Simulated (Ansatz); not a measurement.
# Al₃N₂: what the fields show

The calculation's input:

```
crystal:
  lattice:
    - [3.9909292501, 0.0, 0.0]
    - [0.0, 3.9909292501, 0.0]
    - [0.0, 0.0, 3.9909292501]
  atoms:
    - { symbol: Al, position: [0.5, 0.0, 0.0] }
    - { symbol: Al, position: [0.0, 0.5, 0.0] }
    - { symbol: Al, position: [0.0, 0.0, 0.5] }
    - { symbol: "N", position: [0.5, 0.5, 0.5] }
    - { symbol: "N", position: [0.0, 0.0, 0.0] }
basis:
  ecutwfc: 420
kpoints:
  mp_grid: { grid: [10, 10, 10] }
hamiltonian:
  xc: pbe
scf:
  occupations: { method: gaussian, width: 0.1 }
output:
  forces: true
  stress: true
  eigenvalues: true
  write_density: true
  write_potential: true
  elf: true
  volumetric_format: npy
relax:
  adjacent_minimum: "off"
  f_tol: 0.01
  max_steps: 80
  cell: { stress_tol: 0.05 }
```

Command:

```sh
ansatz run input.yaml --threads 1 --pin off --max-ram 2560MiB --backend cpu --events-out ev --progress --plain --runs-dir out
```

Below, planes, directions and counts refer to the conventional cell (a = 3.98 Å, b = 3.98 Å, c = 3.98 Å, α = 90.00°, β = 90.00°, γ = 90.00°).

The fields are those of the run's last geometry, not of the input's.

Space group Pm-3m; a structure generated by program, which may or may not match a known phase; computed without spin polarisation.

All numbers below come from DFT PBE, scalar-relativistic, plane waves, PAW (Ansatz).

The density is the valence pseudo-density of a PAW calculation; it isn't the true density close to the nuclei.

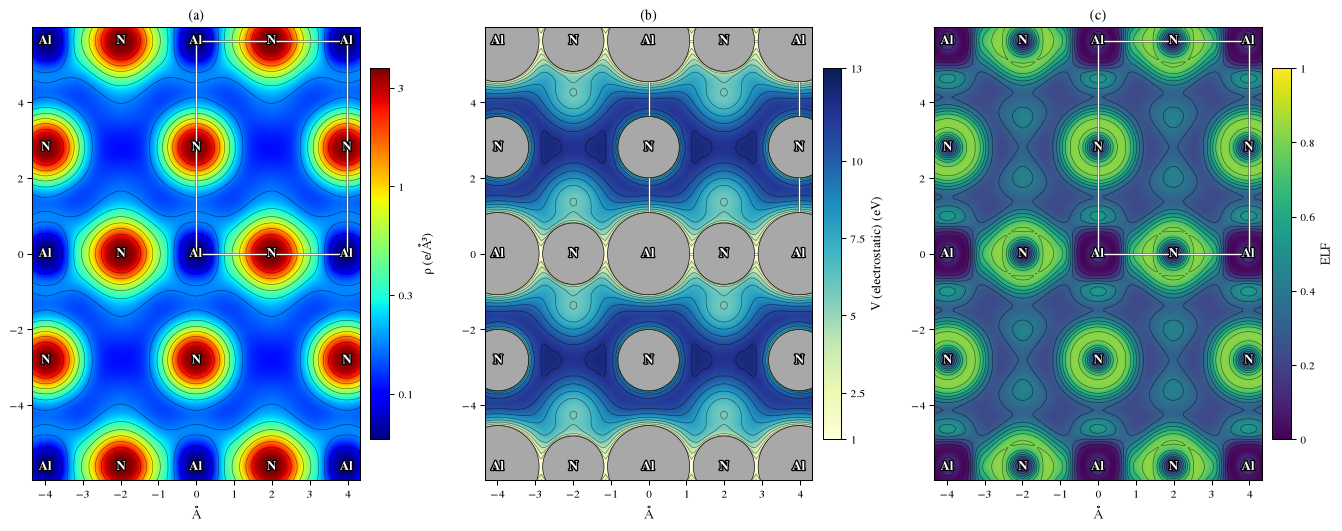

Figure 1. (a) valence pseudo-density; (b) electrostatic potential energy of an electron; (c) electron localisation function on the (110) plane of the conventional cell. Grey discs cover the atomic cores in the potential map.

### Read the bonding off the picture.

- Atoms in the plane: Al and N.
- Al–N (1.99 Å): ρ at the midpoint is about 0.53 e/Å³; the ELF peaks at about 0.85 in the valence shell of N, 0.6 Å from its nucleus, and is about 0.75 at the midpoint.
- Between the atoms the lowest density in this plane is 0.11 e/Å³.
- Outside the cores the potential energy rises away from the atoms and is highest about 1.3 Å from the nearest atoms; its zero is arbitrary.

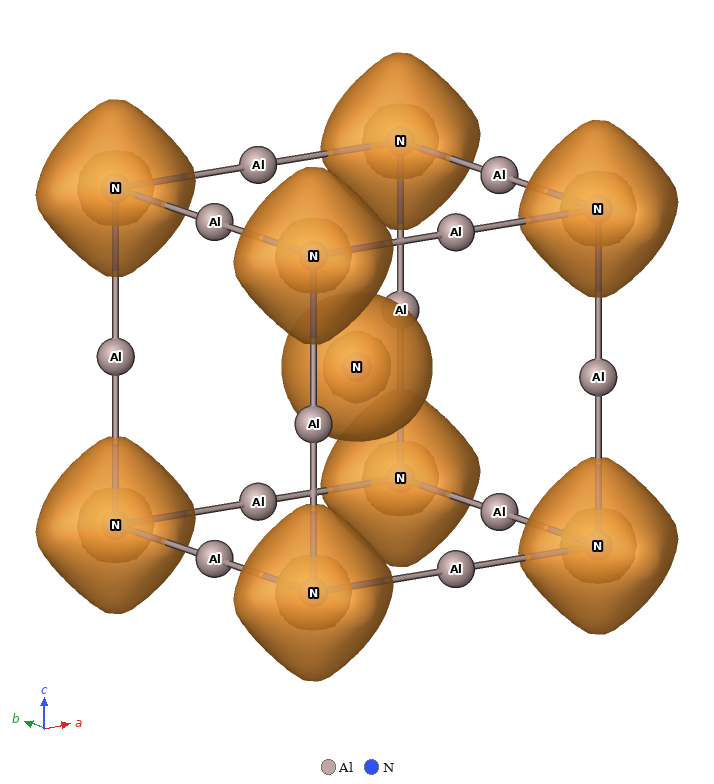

Figure 2. Isosurface of the ELF at 0.7 (orange), seen at an oblique angle. Core shells and regions of very low density are left out. Sticks mark near contacts.

### Describe the localisation domains.

At this value the surface marks out one region on N in which the atom's valence shell and bonds are merged and one region wrapped around N (its valence shell), counted in one cell of 5 atoms. Regions shared between cells count once.

### Does the calculation make it a metal, or give it a gap?

It is metallic or semimetallic at this level of theory: no gap opens.
